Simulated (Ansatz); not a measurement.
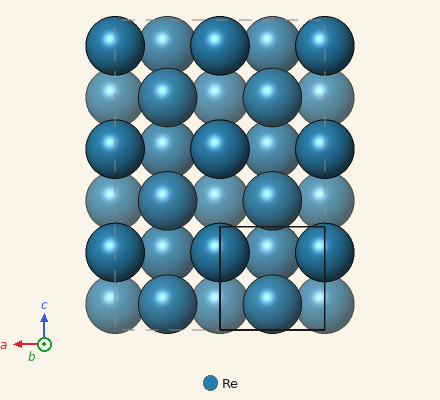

Re (Cmcm, No. 63): coordinates from a relaxation with DFT PBE, scalar-relativistic, plane waves, PAW in Ansatz; the starting structure was generated, so it need not be a known form of this composition.

```cif
data_structure
_symmetry_space_group_name_H-M 'P 1'
_symmetry_Int_Tables_number 1
_cell_length_a 2.8236
_cell_length_b 8.1246
_cell_length_c 2.7842
_cell_angle_alpha 90.000
_cell_angle_beta 90.000
_cell_angle_gamma 90.000
_cell_volume 63.87
loop_
_atom_site_label
_atom_site_type_symbol
_atom_site_fract_x
_atom_site_fract_y
_atom_site_fract_z
_atom_site_occupancy
Re1 Re 0.00000 0.13880 0.25000 1
Re2 Re 0.50000 0.36120 0.75000 1
Re3 Re 0.50000 0.63880 0.25000 1
Re4 Re 0.00000 0.86120 0.75000 1
```

> What will an iDPC-like image along [010] show? Simulated as the projected potential of neutral atoms (B = 0.8 Å²) blurred by a 0.58 Å probe, the thin-sample limit of integrated differential phase contrast.

The columns repeat on a square net with a repeat of 1.39 Å (plane group p4mm). All columns are alike (Re). The shortest distance between visible columns is 1.39 Å in projection. Along the beam the structure repeats every 8.12 Å.

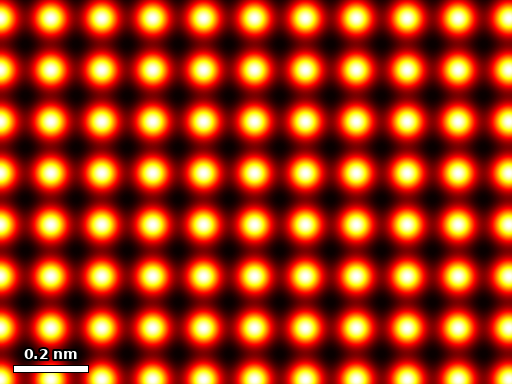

The simulated image.
